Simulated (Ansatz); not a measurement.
# Run report: AlCu4, geometry relaxation (part 1 of 2)

The run: geometry relaxation of AlCu4 (20 atoms in the cell). Method and program: DFT PBEsol, scalar-relativistic, plane waves, PAW, no spin polarisation (Ansatz 0.2.0).

The structure derives from a Materials Project entry. It belongs to a series of runs on one base structure; here: volume × 0.88, shape and atoms relaxed. Figures and captions count atoms from 1; the log counts them from 0 in places.

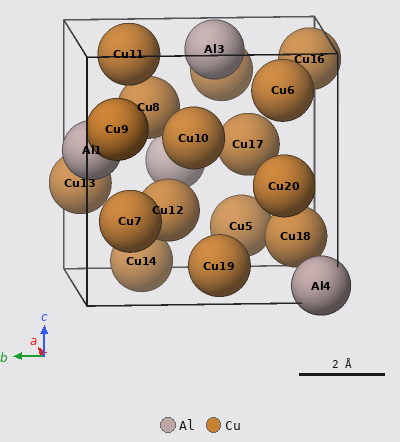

*The starting structure (spheres-only view of the cell of the calculation, seen at an oblique angle; atoms are numbered from 1 in the order of the input). An atom can appear more than once, as a periodic image.*

### Key numbers

| quantity | value |
| --- | --- |
| outcome | converged |
| space group (tolerance 0.01 Å) | P2₁3 (198) |
| electrons treated | 316 |
| free energy | −107518.8855 eV |
| Fermi energy | 17.826 eV |
| gap on the k-point mesh | none (metallic) |
| pressure | 25.55 GPa |
| final volume | 212.24 Å³ |
| largest force (length of the vector) at the end | 0.001 eV/Å |
| final cell | a = 5.965 Å, b = 5.965 Å, c = 5.965 Å, α = 90.00°, β = 90.00°, γ = 90.00° |
| hardware | 4 threads of AMD EPYC (Zen 5), 32 GiB of memory available, shared host |
| wall time | 40 s (CPU time 2.6 min) |
| peak memory | 1.6 GiB |

Warnings of the run: the SCF threshold is looser than advised for the printed stress. The cell is under a pressure of 26 GPa at this level, so it is not at its equilibrium volume.

### Input
```yaml
crystal:
  lattice:
    - [5.9650065268, 0.0, 0.0]
    - [0.0, 5.9650065268, 0.0]
    - [0.0, 0.0, 5.9650065268]
  atoms:
    - { symbol: Al, position: [0.4396660968, 0.9396660968, 0.5603339032] }
    - { symbol: Al, position: [0.9396660968, 0.5603339032, 0.4396660968] }
    - { symbol: Al, position: [0.5603339032, 0.4396660968, 0.9396660968] }
    - { symbol: Al, position: [0.0603339032, 0.0603339032, 0.0603339032] }
    - { symbol: Cu, position: [0.8092922658, 0.3092922658, 0.1907077342] }
    - { symbol: Cu, position: [0.3092922658, 0.1907077342, 0.8092922658] }
    - { symbol: Cu, position: [0.1907077342, 0.8092922658, 0.3092922658] }
    - { symbol: Cu, position: [0.6907077342, 0.6907077342, 0.6907077342] }
    - { symbol: Cu, position: [0.0468812228, 0.8752369856, 0.7014274138] }
    - { symbol: Cu, position: [0.2985725862, 0.5468812228, 0.6247630144] }
    - { symbol: Cu, position: [0.3752369856, 0.7985725862, 0.9531187772] }
    - { symbol: Cu, position: [0.5468812228, 0.6247630144, 0.2985725862] }
    - { symbol: Cu, position: [0.7985725862, 0.9531187772, 0.3752369856] }
    - { symbol: Cu, position: [0.8752369856, 0.7014274138, 0.0468812228] }
    - { symbol: Cu, position: [0.9531187772, 0.3752369856, 0.7985725862] }
    - { symbol: Cu, position: [0.7014274138, 0.0468812228, 0.8752369856] }
    - { symbol: Cu, position: [0.6247630144, 0.2985725862, 0.5468812228] }
    - { symbol: Cu, position: [0.4531187772, 0.1247630144, 0.2014274138] }
    - { symbol: Cu, position: [0.2014274138, 0.4531187772, 0.1247630144] }
    - { symbol: Cu, position: [0.1247630144, 0.2014274138, 0.4531187772] }
basis:
  ecutwfc: 420
kpoints:
  mp_grid: { grid: [6, 6, 6] }
hamiltonian:
  xc: pbesol
scf:
  occupations: { method: gaussian, width: 0.1 }
output:
  forces: true
  stress: true
  eigenvalues: true
  write_density: true
  write_potential: true
  elf: true
  volumetric_format: npy
relax:
  adjacent_minimum: "off"
  f_tol: 0.01
  max_steps: 30
```

Launched with:
```bash
ansatz run input.yaml --threads 4 --pin off --max-ram 10240MiB --backend cpu --events-out ev --progress --plain --runs-dir out
```

### Output
```
Warning: output.stress: scf.convergence.dr2_threshold = 1e-7 eV (the SCF's general default) is looser than the 2e-9 eV advised for a printed stress (1e-10 eV for each atom of the cell: 20). What an SCF threshold leaves in a stress goes as its square root, and in the free energy as the threshold itself, and one threshold admits the most on a small cell: of the crystals measured, under no hybrid functional and no lock of the moments, on runs that ended without the residual-converged pass, on stresses that held no estimate of that error, the worst erred by over 100 MPa in a component at 1e-7 eV an atom and by under 5 at 1e-10. Every solve of this run answers to scf.convergence.dr2_threshold, and the tensor of one is reported: a single SCF on the reported geometry and on this run's grids (its basis.xc_grid and basis.ecutrho_ratio typed), with scf.convergence.dr2_threshold at 2e-9 eV or tighter, prints it and tightens no other solve. Else set scf.convergence.dr2_threshold to 2e-9 eV or tighter. The threshold is an SCF's pass mark: one that does not reach it within its budget of iterations ends unconverged, or closes short of it on a stop that the run arms, and scf.convergence.dr2_threshold's page says what that costs each kind of run
Engine: ansatz 0.2.0, x86_64-unknown-linux-gnu
Pseudopotentials: kind: paw
Pseudopotential: Al, paw, valence charge 3, recommended cutoff 420 eV (normal), Al.paw.azcp
Pseudopotential: Cu, paw, valence charge 19, recommended cutoff 420 eV (normal), Cu.paw.azcp
Functional definition: PBEsol
  exchange = pbesol_x
  correlation = pbesol_c
Crystal: 20 atoms, lattice volume = 212.243 Å³
Basis set: ecut = 420 eV, 4139 PW (Γ), exchange–correlation on 80×80×80 points (8 copies of the dense FFT grid, shifted against one another)
Bands: 190, of which v1, the nominal top of the filled ones, is band 158 counted from 1 (157 counted from 0)
Symmetry: 12 space group operations
Space group: P213 (ITA 198), of the structure as read, at distance tolerance 6.0e-5 Å
k-points: 24 of 216 (time reversal used)
Non-local potential: Al, projectors of the file, l = 0: 2, l = 1: 2, l = 2: 1
Non-local potential: Cu, projectors of the file, l = 0: 3, l = 1: 2, l = 2: 3, l = 3: 1
PAW form: soft (Blöchl's): semilocal exchange-correlation on the pseudo side does not see the compensation charge
PAW frozen core: Al, regenerated for the run's functional, and the local potential with it (the file was generated under x = pbe(κ = 0.804, μ = 0.2195149727645171), c = pbe(β = 0.06672455060314922))
PAW frozen core: Cu, regenerated for the run's functional, and the local potential with it (the file was generated under x = pbe(κ = 0.804, μ = 0.2195149727645171), c = pbe(β = 0.06672455060314922))
PAW one-centre angular grid: Al, 110 points (default); XC on 64 Gauss nodes
PAW one-centre angular grid: Cu, 590 points (default); XC on 64 Gauss nodes
Initial density: superposition of atomic densities (neutral atoms: chi_scale 0, normalization atom), corrected by the library's trained network
Initial wavefunctions: pseudopotential atomic-orbital guess
Functional: x = pbesol(κ = 0.804, μ = 0.12345679012345678), c = pbesol(β = 0.046)
SCF iter   1: F=—  HF=-107518.958850 eV  |F-HF|=—  |Δ(HF+E_count)|=         —  Δρ=1.64e-2  dr2=2.94e-1  ethr=1.77e-3  ⟨swp⟩=5.0  Hψ=16356  notcnv=0  defer=131
preconditioner: auto → Kerker (q_TF=auto, 2.915 Å⁻¹)  [metal: Δε(μ)=0.044 eV  Ē_g=10.077 eV  σ=0.100 eV  W_gap=0.24  n_scr=80 (ndim 8)  ℏωp=34.9 eV  f_vac=0.002  D(μ)=4.08/eV (n_scr^D=26)]
SCF iter   2: F=—  HF=-107518.890571 eV  |F-HF|=—  |Δ(HF+E_count)|=   6.83e-2  Δρ=1.93e-3  dr2=8.68e-3  ethr=9.30e-5  ⟨swp⟩=2.0  Hψ=7389  notcnv=0  defer=605
SCF iter   3: F=—  HF=-107518.887120 eV  |F-HF|=—  |Δ(HF+E_count)|=   3.45e-3  Δρ=1.91e-3  dr2=6.84e-3  ethr=2.75e-6  ⟨swp⟩=2.0  Hψ=5707  notcnv=0  defer=605
SCF iter   4: F=—  HF=-107518.884909 eV  |F-HF|=—  |Δ(HF+E_count)|=   2.21e-3  Δρ=3.86e-4  dr2=6.09e-4  ethr=2.16e-6  ⟨swp⟩=2.0  Hψ=6196  notcnv=0  defer=605
SCF iter   5: F=—  HF=-107518.885084 eV  |F-HF|=—  |Δ(HF+E_count)|=   1.74e-4  Δρ=4.16e-4  dr2=2.16e-4  ethr=1.93e-7  ⟨swp⟩=2.0  Hψ=6201  notcnv=0  defer=605
SCF iter   6: F=—  HF=-107518.885008 eV  |F-HF|=—  |Δ(HF+E_count)|=   7.55e-5  Δρ=1.07e-4  dr2=2.89e-5  ethr=6.83e-8  ⟨swp⟩=2.0  Hψ=7740  notcnv=0  defer=605
SCF iter   7: F=—  HF=-107518.885006 eV  |F-HF|=—  |Δ(HF+E_count)|=   2.22e-6  Δρ=2.50e-5  dr2=2.02e-6  ethr=7.91e-10  ⟨swp⟩=12.0  Hψ=38087  notcnv=0
SCF iter   8: F=-107518.885005 eV  HF=-107518.885006 eV  |F-HF|=1.31e-7  |Δ(HF+E_count)|=   4.87e-7  Δρ=6.68e-6  dr2=1.83e-7  ethr=6.40e-10  ⟨swp⟩=8.3  Hψ=31863  notcnv=0
SCF 1 converged in 8 iterations: F = -107518.885005 eV  dr2 = 1.83e-7
  Residual-converged pass: ⟨swp⟩=1.0  Hψ=4656  notcnv=0  max |occ|·‖R‖ = 7.0e-9 eV (tolerance 1.0e-8 eV)  dr2=1.83e-7  dr2_onsite=6.13e-9  max |Δocc| = 7.2e-12
  greatest PAW one-centre occupation: 1.000 electrons in one spin orbital (limit 2), on the Cu atom at site 19 (counted from 0), in its partial waves of l = 0
relax step   1: F+E_penalty+E_count = -107518.88500549 eV  Δ(F+E_penalty+E_count) = +0.000e0 eV  max|allowed force component| = 2.358e-2 eV/Å  Δτ_max = 0.0000 Å  (8 SCF iters, dr2 threshold 2.50e-6 eV, accepted)
Initial density: handed on by an earlier stage of this run
Initial wavefunctions: those handed on with the density
iter 1 solved again at ethr=1.57e-8 eV; its pass at ethr=3.10e-3 eV (dr2=4.97e-5 eV) is discarded
SCF iter   1: F=—  HF=-107518.885105 eV  |F-HF|=—  |Δ(HF+E_count)|=         —  Δρ=2.23e-4  dr2=5.05e-5  ethr=1.57e-8  ⟨swp⟩=2.1  Hψ=12930  notcnv=0
preconditioner: auto → Kerker (q_TF=auto, 2.915 Å⁻¹)  [metal: Δε(μ)=0.069 eV  Ē_g=10.141 eV  σ=0.100 eV  W_gap=0.38  n_scr=80 (ndim 8)  ℏωp=34.9 eV  f_vac=0.002  D(μ)=4.14/eV (n_scr^D=26)]
SCF iter   2: F=—  HF=-107518.885278 eV  |F-HF|=—  |Δ(HF+E_count)|=   1.73e-4  Δρ=1.28e-4  dr2=1.82e-5  ethr=1.57e-8  ⟨swp⟩=1.0  Hψ=3955  notcnv=0
SCF iter   3: F=—  HF=-107518.885269 eV  |F-HF|=—  |Δ(HF+E_count)|=   9.09e-6  Δρ=1.43e-5  dr2=2.93e-7  ethr=5.75e-9  ⟨swp⟩=2.0  Hψ=7356  notcnv=0
SCF iter   4: F=—  HF=-107518.885269 eV  |F-HF|=—  |Δ(HF+E_count)|=   7.31e-9  Δρ=9.43e-6  dr2=1.13e-7  ethr=9.27e-11  ⟨swp⟩=2.0  Hψ=7169  notcnv=0
iter 5 did not close the SCF: its close was put off for the readings that it lacked (scf_convergence_deferred on its scf_iter line)
SCF iter   5: F=-107518.885269 eV  HF=-107518.885269 eV  |F-HF|=1.52e-8  |Δ(HF+E_count)|=   3.65e-8  Δρ=2.98e-6  dr2=1.57e-8  ethr=3.59e-11  ⟨swp⟩=2.0  Hψ=6026  notcnv=0
SCF iter   6: F=-107518.885269 eV  HF=-107518.885269 eV  |F-HF|=1.88e-9  |Δ(HF+E_count)|=   5.06e-9  Δρ=9.59e-7  dr2=1.67e-9  ethr=4.98e-12  ⟨swp⟩=8.3  Hψ=27667  notcnv=0
SCF 2 converged in 6 iterations: F = -107518.885269 eV  dr2 = 1.67e-9
  greatest PAW one-centre occupation: 1.000 electrons in one spin orbital (limit 2), on the Cu atom at site 18 (counted from 0), in its partial waves of l = 0
relax step   2: F+E_penalty+E_count = -107518.88526859 eV  Δ(F+E_penalty+E_count) = -2.631e-4 eV  max|allowed force component| = 1.528e-2 eV/Å  Δτ_max = 0.0010 Å  (6 SCF iters, accepted)
SCF iter   1: F=—  HF=-107518.885483 eV  |F-HF|=—  |Δ(HF+E_count)|=         —  Δρ=5.58e-4  dr2=3.20e-4  ethr=9.49e-7  ⟨swp⟩=2.2  Hψ=7829  notcnv=0  defer=558
preconditioner: auto → Kerker (q_TF=auto, 2.915 Å⁻¹)  [metal: Δε(μ)=0.069 eV  Ē_g=10.141 eV  σ=0.100 eV  W_gap=0.37  n_scr=80 (ndim 8)  ℏωp=34.9 eV  f_vac=0.002  D(μ)=4.13/eV (n_scr^D=26)]
SCF iter   2: F=—  HF=-107518.885371 eV  |F-HF|=—  |Δ(HF+E_count)|=   1.12e-4  Δρ=3.23e-4  dr2=1.17e-4  ethr=1.01e-7  ⟨swp⟩=1.0  Hψ=5256  notcnv=0  defer=559
SCF iter   3: F=—  HF=-107518.885311 eV  |F-HF|=—  |Δ(HF+E_count)|=   6.00e-5  Δρ=3.61e-5  dr2=1.50e-6  ethr=3.72e-8  ⟨swp⟩=2.0  Hψ=7356  notcnv=0  defer=559
SCF iter   4: F=—  HF=-107518.885520 eV  |F-HF|=—  |Δ(HF+E_count)|=   2.09e-4  Δρ=2.28e-5  dr2=6.07e-7  ethr=4.74e-10  ⟨swp⟩=2.0  Hψ=7748  notcnv=0  defer=559
iter 5 did not close the SCF: its close was put off for the readings that it lacked (scf_convergence_deferred on its scf_iter line)
SCF iter   5: F=-107518.885520 eV  HF=-107518.885520 eV  |F-HF|=3.88e-8  |Δ(HF+E_count)|=   1.93e-7  Δρ=4.33e-6  dr2=4.94e-8  ethr=1.92e-10  ⟨swp⟩=2.0  Hψ=7739  notcnv=0  defer=559
SCF iter   6: F=-107518.885520 eV  HF=-107518.885520 eV  |F-HF|=1.95e-8  |Δ(HF+E_count)|=   9.87e-9  Δρ=3.21e-6  dr2=1.39e-8  ethr=1.56e-11  ⟨swp⟩=9.4  Hψ=28375  notcnv=0
SCF 3 converged in 6 iterations: F = -107518.885520 eV  dr2 = 1.39e-8
relax step   3: F+E_penalty+E_count = -107518.88552016 eV  Δ(F+E_penalty+E_count) = -2.516e-4 eV  max|allowed force component| = 1.102e-3 eV/Å  Δτ_max = 0.0030 Å  (6 SCF iters, accepted)
```

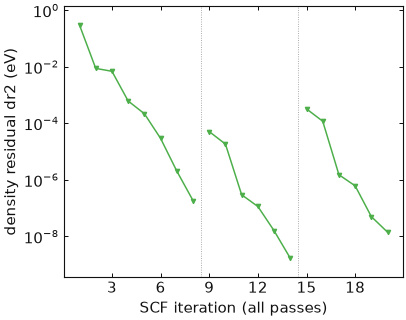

*Convergence of the self-consistent field: density residual dr2 against the SCF iteration. The dotted lines part the SCF passes of the relaxation: geometry steps, rejected trials and re-solves on a re-selected basis.*

The passes take 8, 6 and 6 iterations.

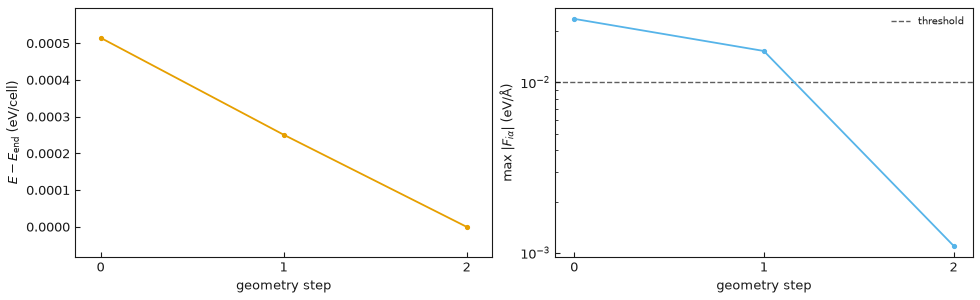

*Progress of the relaxation, step by step (the first geometry is step 0 here and step 1 in the log).*

The energy falls by 0.5 meV per cell of the calculation in 2 geometry steps. The largest force component goes from 0.024 to 0.0011 eV/Å. The atoms keep their places (all moves are under 0.005 Å). The lattice vectors keep their values. Distances before and after: Cu10–Cu15 2.524 → 2.520 Å. The space group stays P2_13 (No. 198). (Atoms are counted from 1 in the order of the input.)

```
SCF converged after 6 iterations
Free energy (F): -107518.885520 eV
Harris-Foulkes:  -107518.885520 eV  (|F-HF|=1.95e-8)
Internal energy: -107518.864876 eV  (E = F + TS)
E sigma→0 (E₀):  -107518.875198 eV
Entropy (-TS):   -0.020644 eV (-1.032 meV/atom)
Fermi energy:    17.825730 eV
--- Per-component energies (eV) ---
  E_band       = -5442.998175
  E_kinetic    = 4949.275003
  E_local      = -68509.132107  (includes V_loc(G=0)·N_el)
  E_nonlocal   = 6276.369387
  E_hartree    = 30495.954737
  E_xc         = -1616.980012
  E_vxc        = -2008.738462  (∫ρ·V_xc dr)
  E_paw        = -27807.789259  (= ΣΔE_a)
  E_vpaw       = -7142.704854  (= ΣTr[D̂ρ^β])
  E_aug_tail   = 0.004032  (compensation charges beyond the density's cutoff)
  E_ewald      = -51309.942448
  E_core_change = 3.375791  (= ΣΔE_core)
  E_smearing   = -0.020644  (= −TS)
  E_closure    = -0.000000  (closes the sum)
  Σ components = -107518.885520   (vs F -107518.885520, Δ=0.00e0)
--- Forces (eV/Å), atoms counted from 1 ---
  atom   1  Al    -0.00064882    -0.00064882     0.00064882
  atom   2  Al    -0.00064882     0.00064882    -0.00064882
  atom   3  Al     0.00064882    -0.00064882    -0.00064882
  atom   4  Al     0.00064882     0.00064882     0.00064882
  atom   5  Cu    -0.00081984    -0.00081984     0.00081984
  atom   6  Cu    -0.00081984     0.00081984    -0.00081984
  atom   7  Cu     0.00081984    -0.00081984    -0.00081984
  atom   8  Cu     0.00081984     0.00081984     0.00081984
  atom   9  Cu    -0.00110211    -0.00096602    -0.00022378
  atom  10  Cu     0.00022378    -0.00110211     0.00096602
  atom  11  Cu    -0.00096602     0.00022378     0.00110211
  atom  12  Cu    -0.00110211     0.00096602     0.00022378
  atom  13  Cu     0.00022378     0.00110211    -0.00096602
  atom  14  Cu    -0.00096602    -0.00022378    -0.00110211
  atom  15  Cu     0.00110211    -0.00096602     0.00022378
  atom  16  Cu    -0.00022378    -0.00110211    -0.00096602
  atom  17  Cu     0.00096602     0.00022378    -0.00110211
  atom  18  Cu     0.00110211     0.00096602    -0.00022378
  atom  19  Cu    -0.00022378     0.00110211     0.00096602
  atom  20  Cu     0.00096602    -0.00022378     0.00110211
  max |Σ_I F_I| component: 5.33e-17 eV/Å
--- Stress (GPa, compression-positive) ---
       25.551809       0.000000      -0.000000
        0.000000      25.551809       0.000000
       -0.000000       0.000000      25.551809
  P = ⅓ Tr σ = 25.5518 GPa (255.518 kbar)
--- Band table (eV; the first three rows and the last of 24) ---
  k-point 0: bands = ["-95.4593", "-95.4592", "-95.4592", "-95.4592", "-94.8747", "-94.8674", "-94.8674", "-94.8674", "-94.8669", "-94.8669", "-94.8669", "-94.8626", "-94.8626", "-94.8626", "-94.8612", "-94.8612", "-53.0353", "-53.0353", "-53.0353", "-53.0339", "-53.0339", "-53.0338", "-53.0338", "-53.0338", "-52.8810", "-52.8799", "-52.8799", "-52.8799", "-52.4802", "-52.4802", "-52.4802", "-52.4733", "-52.4679", "-52.4679", "-52.4679", "-52.4651", "-52.4651", "-52.4495", "-52.4495", "-52.4495",
      "-52.4263", "-52.4263", "-52.4263", "-52.4175", "-52.4052", "-52.4052", "-52.4052", "-52.3941", "-52.3941", "-52.3921", "-52.3921", "-52.3921", "-52.3245", "-52.3212", "-52.3212", "-52.3212", "-52.2863", "-52.2863", "-52.2863", "-52.2735", "-52.2735", "-52.2627", "-52.2627", "-52.2627", "6.5455", "9.9563", "9.9563", "9.9563", "10.7967", "10.7967", "10.7967", "11.9807", "11.9807", "11.9807", "12.4373", "12.4390", "12.4390", "12.4390", "12.5513", "12.5513",
      "12.7133", "12.7133", "12.7133", "13.0610", "13.1612", "13.1612", "13.1612", "13.2252", "13.2252", "13.3650", "13.4000", "13.4000", "13.4000", "13.4791", "13.4791", "13.4791", "13.5039", "13.5039", "13.6167", "13.6167", "13.6167", "13.8409", "13.8409", "13.8409", "13.9477", "13.9477", "13.9477", "14.0974", "14.1878", "14.1878", "14.3064", "14.3064", "14.3064", "14.3976", "14.4451", "14.4451", "14.4451", "14.5707", "14.5707", "14.5707",
      "14.6369", "14.6369", "14.6369", "14.7943", "14.7943", "15.0441", "15.0441", "15.0441", "15.0967", "15.1030", "15.1030", "15.1030", "15.1343", "15.1343", "15.1979", "15.1979", "15.1979", "15.3219", "15.3219", "15.3219", "15.4876", "15.4876", "15.5011", "15.5011", "15.5011", "15.7588", "15.7588", "15.7588", "15.8970", "15.8970", "15.8970", "16.8761", "16.9827", "16.9827", "16.9827", "17.4410", "17.4410", "17.4410", "17.6462", "17.6462",
      "18.2964", "18.2964", "18.2964", "21.4585", "21.4585", "21.4585", "21.6199", "21.8215", "21.8215", "21.8215", "22.9782", "25.4651", "25.4651", "25.5522", "25.5522", "25.5522", "26.0103", "27.6653", "27.6653", "27.6653", "27.8757", "27.8757", "28.1377", "28.1377", "28.1377", "28.5373", "28.5373", "28.5373", "29.0651", "29.0965"]
```
